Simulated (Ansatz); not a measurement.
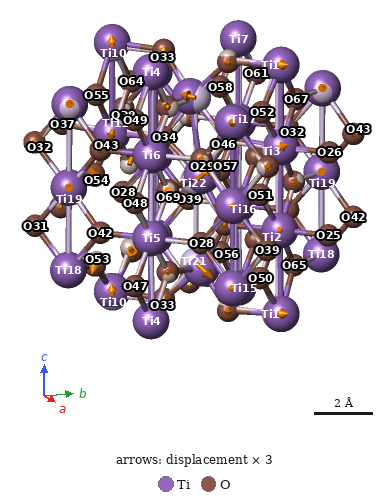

A relaxation of a defect cell of composition Ti23O47. The starting structure is drawn faded, the final one solid; orange arrows show the displacements, 3 times their true length.

A ball-and-stick model of the atoms within 5.8 Å of the atom that moves most (axes of the cell of the calculation (origin shifted)), seen slightly off an axis.

Method: DFT, PBEsol, PAW, plane waves (Ansatz 0.2.0). Settings: plane-wave cutoff 420 eV; k-point mesh 1 × 1 × 1; mesh shifted by (0.25, 0.25, 0.25); collinear spin; atoms relaxed in a fixed cell; force threshold 0.03 eV/Å; at most 80 steps.

Q: Which element moves most?

A: Titanium: up to 0.31 Å, against 0.20 Å for oxygen.

Q: Describe the change and its energy.

A: The atom that moves furthest is a Ti atom (0.31 Å roughly along [1 1 1]). Largest moves by element: Ti 0.31 Å, O 0.20 Å. The cell stays as it was. Near-neighbour distances that change, for instance: Ti–Ti 2.907 → 3.275 Å, Ti–Ti 2.957 → 3.238 Å, O–Ti 1.999 → 1.814 Å, O–Ti 1.934 → 1.753 Å. Among the angles between lasting bonds that change: Ti–O–Ti 100.1° → 121.8°, Ti–Ti–O 139.5° → 160.1°, O–Ti–O 178.6° → 158.6°. After 6 geometry steps the energy has fallen by 4.071 eV per cell of the calculation. Largest force component: 4.7 eV/Å at the start, 0.017 eV/Å at the end. The program noted that the starting moments weren't kept.
